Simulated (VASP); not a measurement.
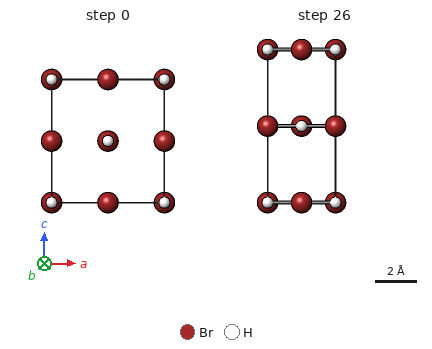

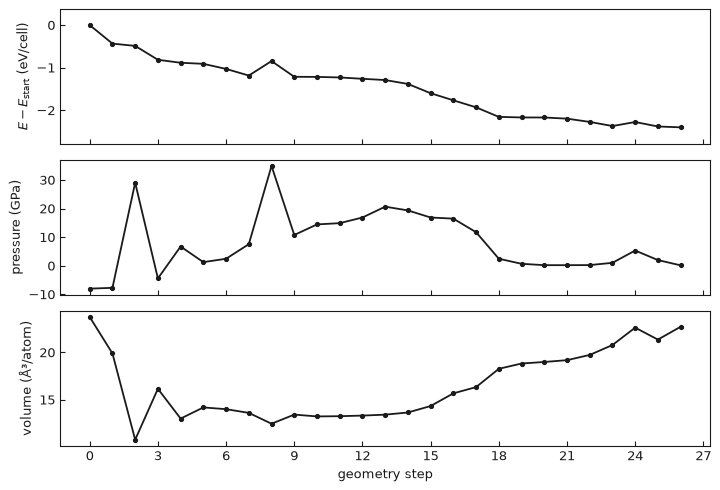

First and last geometry of a relaxation of a crystal of HBr (set up in Fmmm), with the history of the run. Style: ball-and-stick. Shown: the conventional cell (4 times the calculation's cell), along the b axis. Lengths and directions refer to the drawn axes.

The run lets cell and atoms move.

These are results of Kohn-Sham DFT of a periodic cell, r2SCAN, VASP PAW PBE potentials, recommended (VASP 6.6.1), not measurements.

The input:
```
PREC = Accurate
ENCUT = 600
EDIFF = 1E-6
ISMEAR = 0
SIGMA = 0.05
LREAL = F
LASPH = T
NELM = 60
ALGO = Normal
ISIF = 3
LWAVE = F
LCHARG = F
METAGGA = R2SCAN
LMIXTAU = T
IBRION = 2
NSW = 60
EDIFFG = -0.01
```

Run as
```bash
cat potpaw_PBE.64/Br/POTCAR potpaw_PBE.64/H/POTCAR > POTCAR
mpirun -np 1 vasp_std > vasp.out
```

Question: Read the history and describe the run.

Answer: The run was cut off at its time limit before the relaxation converged, so the last structure is only a point on the way. After 26 geometry steps the energy has fallen by 2.399 eV per cell of the calculation. All forces vanish by symmetry, so only the cell relaxes. Pressure: −7.98 GPa at the start and 0.16 GPa at the end. The atoms keep their places relative to the cell (all moves are under 0.005 Å). The drawn cell changes as follows: a 5.555 → 3.345 Å (−39.8 %), b 5.640 → 7.209 Å (+27.8 %), c 6.063 → 7.537 Å (+24.3 %); the volume changes by −4.3 %. Among the contacts that change: Br–Br 5.555 → 3.345 Å, Br–H 2.778 → 1.673 Å. New bonds form: Br–H (2.78 → 1.67 Å). The space group stays Fmmm (No. 69).
